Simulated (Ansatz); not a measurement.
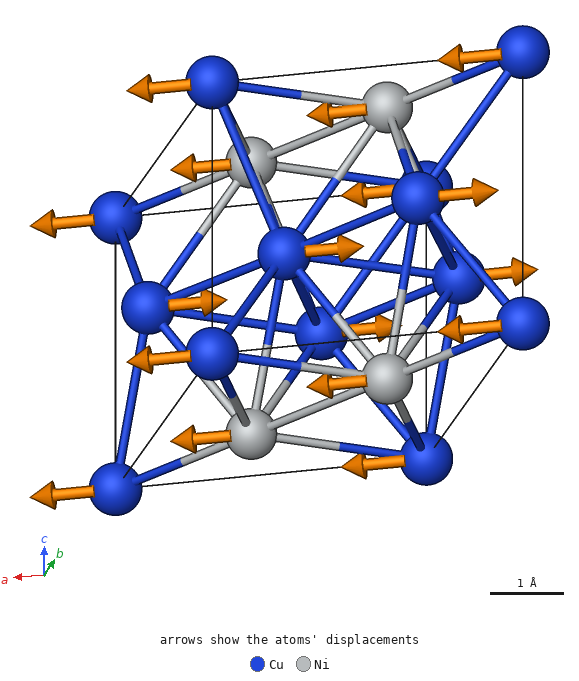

One vibrational mode of solid Cu2Ni (a generated structure) at the zone centre. The orange arrows are the displacements of the atoms (eigenvector over the root of the mass), of arbitrary overall length and sign. The picture is a ball-and-stick view of the cell of the calculation, seen from a free direction.

These are results of Ansatz 0.2.0, DFT PBE, scalar-relativistic, plane waves, PAW, not measurements.

Input file:
```yaml
crystal:
  lattice:
    - [4.3809083886, 0.0, 0.0]
    - [-2.1904541943, 3.7939779562, 0.0]
    - [0.0, 0.0, 4.176586743]
  atoms:
    - { symbol: Cu, position: [0.0, 0.0, 0.0] }
    - { symbol: Cu, position: [0.0, 0.3372042769, 0.5] }
    - { symbol: Cu, position: [0.6627957231, 0.6627957231, 0.5] }
    - { symbol: Cu, position: [0.3372042769, 0.0, 0.5] }
    - { symbol: Ni, position: [0.6666666667, 0.3333333333, 0.0] }
    - { symbol: Ni, position: [0.3333333333, 0.6666666667, 0.0] }
basis:
  ecutwfc: 420
kpoints:
  mp_grid: { grid: [12, 12, 10] }
hamiltonian:
  xc: pbe
scf:
  occupations: { method: fermi_dirac, width: 0.15 }
output:
  eigenvalues: true
phonons:
  method: dfpt
  eigenvectors: true
  qmesh: [2, 2, 2]
  temperatures: { t_max: 1000, t_step: 100 }
  qpath:
    path:
      - [[0.0, 0.0, 0.0], [0.5, 0.0, 0.0], [0.33333333, 0.33333333, 0.0], [0.0, 0.0, 0.0], [0.0, 0.0, 0.5], [0.5, 0.0, 0.5], [0.33333333, 0.33333333, 0.5], [0.0, 0.0, 0.5]]
      - [[0.5, 0.0, 0.5], [0.5, 0.0, 0.0]]
      - [[0.33333333, 0.33333333, 0.5], [0.33333333, 0.33333333, 0.0]]
    npoints: 8
```

Command:
```bash
ansatz run input.yaml --threads 4 --pin off --max-ram 8192MiB --backend cpu --events-out ev --progress --plain --runs-dir out
```

The frequencies depend somewhat on the k-mesh and the smearing.

Give the symmetry, activity and frequency of this mode.

Answer. This is the E′ mode (doubly degenerate; one member of the set is drawn) at 13.9 meV, the lowest optical level, infrared- and Raman-active by symmetry. The Cu (1a) and Ni sublattices move against the Cu (3g) sublattice, along a; the kinetic energy is shared as Cu 68 %, Ni 32 %. The crystal is a metal, so free carriers screen the infrared response.
